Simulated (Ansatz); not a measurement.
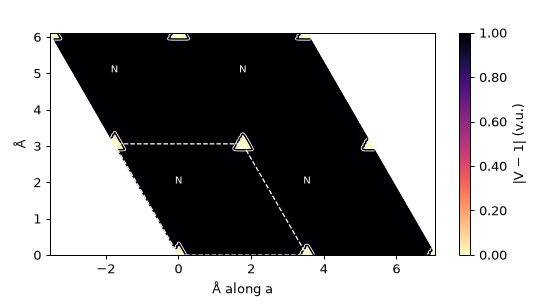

Bond-valence mismatch |V − 1| for Li+ in InN (P6_3mc) on the section z = 0.354 (parallel to a and b; the dashed line is one cell); the black line is the 0.5 v.u. contour, and values above the scale's top are cut off.

At each point the valence sum V of a Li+ ion is computed from the anions within 5 Å (s = exp((R0 − d)/b), R0 fitted to published crystal structures with b = 0.37 Å; R0: Li+–N 1.616 Å). Points too close to the other cations are excluded (2.0 Å from In). Li+ is a guest here, not part of the formula. This is an empirical screen for pathways, not an energy calculation.

The cell is taken from a calculation's input that goes back to an entry of the Crystallography Open Database (an earlier step may have relaxed or displaced it).

```
In N
1.0
     3.53300    0.00000    0.00000
    -1.76650    3.05967    0.00000
     0.00000    0.00000    5.69300
In N
2 2
Direct
  0.33333 0.66667 0.00000
  0.66667 0.33333 0.50000
  0.33333 0.66667 0.37500
  0.66667 0.33333 0.87500
```

In the whole crystal, how are the regions below 0.5 v.u. connected?

The regions form one-dimensional channels along [001].

At which mismatch do paths open?

From a mismatch of about 0.40 v.u. the regions form one-dimensional channels along [001]. No second or third dimension opens below 0.7 v.u. These are grid estimates, good to about 0.1 v.u.
